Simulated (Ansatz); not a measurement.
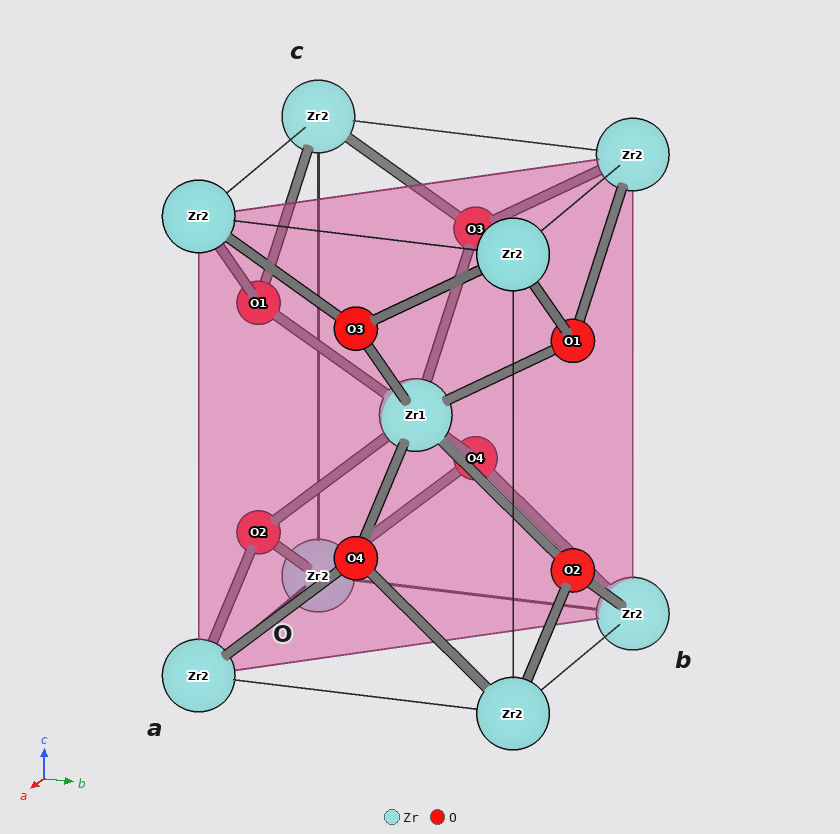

For ZrO2, a calculation's input that goes back to an entry of the Crystallography Open Database (an earlier step may have relaxed or displaced it): the shaded plane is a symmetry element of the crystal. Symmetry computed with spglib at a tolerance of 0.002 Å; standard conventional cell.

a = 3.596 Å, b = 3.596 Å, c = 5.177 Å, α = 90.00°, β = 90.00°, γ = 90.00°.

```csv
atom,x,y,z
Zr1,0.5000,0.5000,0.5000
Zr2,0.0000,0.0000,0.0000
O1,0.5000,0.0000,0.7030
O2,0.5000,0.0000,0.2030
O3,0.0000,0.5000,0.7970
O4,0.0000,0.5000,0.2970
```

**Is it a mirror or a glide plane, and what is the operation?**

It is a glide plane with glide vector (1/2, −1/2, 1/2), parallel to (1 1 0), through (1/2, 1/2, 1/2): x, y, z → −y+3/2, −x+1/2, z+1/2.

**Onto which atom does it carry each atom (up to whole multiples of a, b and c)?**

Zr1 → Zr2, Zr2 → Zr1, O1 → O2, O2 → O1, O3 → O4, O4 → O3.

**What is the crystal's space group?**

P4₂/nmc (No. 137, origin choice 1).
